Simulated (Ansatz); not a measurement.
Consider Ti (slab).

Input

```
crystal:
  lattice:
    - [2.9384580613, 0.0, 0.0]
    - [-1.4692290307, 2.5447793291, 0.0]
    - [0.0, 0.0, 28.9519020424]
  atoms:
    - { symbol: Ti, position: [0.6666666667, 0.3333333333, 0.2590503377] }
    - { symbol: Ti, position: [0.3333333333, 0.6666666667, 0.3393668918] }
    - { symbol: Ti, position: [0.6666666667, 0.3333333333, 0.4196834459] }
    - { symbol: Ti, position: [0.3333333333, 0.6666666667, 0.5] }
    - { symbol: Ti, position: [0.6666666667, 0.3333333333, 0.5803165541] }
    - { symbol: Ti, position: [0.3333333333, 0.6666666667, 0.6606331082] }
    - { symbol: Ti, position: [0.6666666667, 0.3333333333, 0.7409496623] }
basis:
  ecutwfc: 420
kpoints:
  mp_grid: { grid: [12, 12, 1] }
hamiltonian:
  xc: pbe
scf:
  occupations: { method: gaussian, width: 0.1 }
output:
  forces: true
  eigenvalues: true
  write_density: true
  write_potential: true
  elf: true
  volumetric_format: npy
relax:
  adjacent_minimum: "off"
  f_tol: 0.02
  max_steps: 60
efield:
  axis: 3
  dipole_correction: true
  ramp_width: 0.04
```

Launched as:

```sh
ansatz run input.yaml --threads 1 --pin off --max-ram 2560MiB --backend cpu --events-out ev --progress --plain --runs-dir out
```

The fields are those of the run's last geometry, not of the input's.

Computed without spin polarisation.

Method: DFT PBE, scalar-relativistic, plane waves, PAW in Ansatz.

What will maps of the valence pseudo-density and electron localisation function show?

Answer. Ti–Ti (2.94 Å): ρ at the midpoint is about 0.19 e/Å³; the ELF is about 0.30 at the midpoint: no localised pair shows between them.

Metal or insulator at this level of theory?

Answer. It is gapless in this calculation (a metal or semimetal).

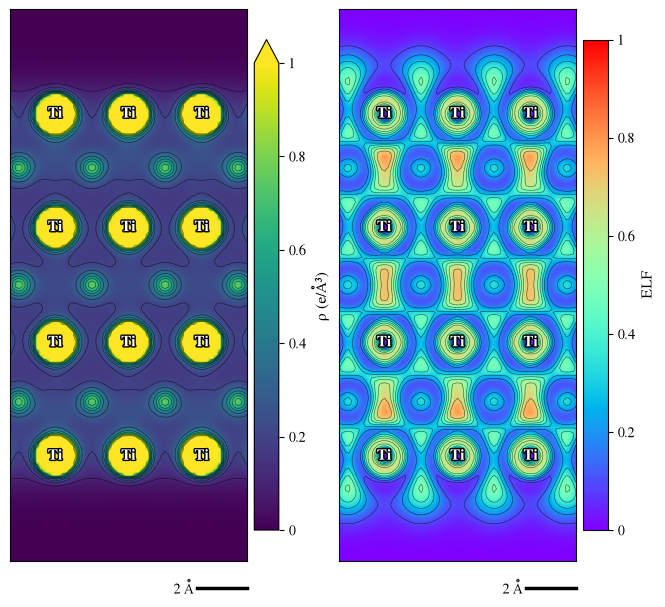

Computed valence pseudo-density and electron localisation function on the (11̄0) plane of the calculation cell, a cut from vacuum to vacuum, in this order. Atoms just off the plane (Ti, 0.8 Å away) can leave unmarked features too.

The density is the valence pseudo-density of a PAW calculation; it isn't the true density close to the nuclei.
